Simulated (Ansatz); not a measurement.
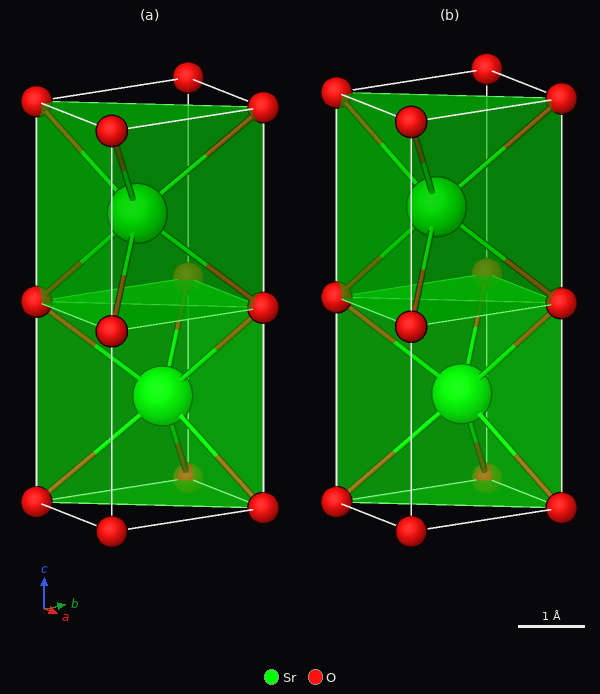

Left: a symmetric starting cell of SrO. Right: the same structure after one change, at the same scale. Style: polyhedral. Shown: the cell of the calculation, slightly off an axis.

The calculation used DFT PBE, scalar-relativistic, plane waves, PAW in Ansatz. Set-up: plane-wave cutoff 420 eV; k-point mesh 9 × 9 × 6; occupations gaussian; smearing width 0.02 eV; no spin polarisation.

**Which change leads from the left to the right?**

The cell is strained by +2.2 % along c and −0.8 % across it (volume +0.6 %), the atoms keeping their fractional coordinates. No relaxation follows. The starting cell wasn't computed here and needn't be at equilibrium, so pressure and forces aren't due to the change alone.

**How do the computed properties respond?**

Near-neighbour distances before and after: O–Sr 2.574 → 2.582 Å. The space group stays P6_3/mmc (No. 194). The pressure is 0.7 GPa (not all of it need come from the change, since the unchanged cell can be under pressure at this level too). The principal stresses (compression positive) are −3.2 GPa along c and 2.6 GPa across it. All forces vanish by symmetry.
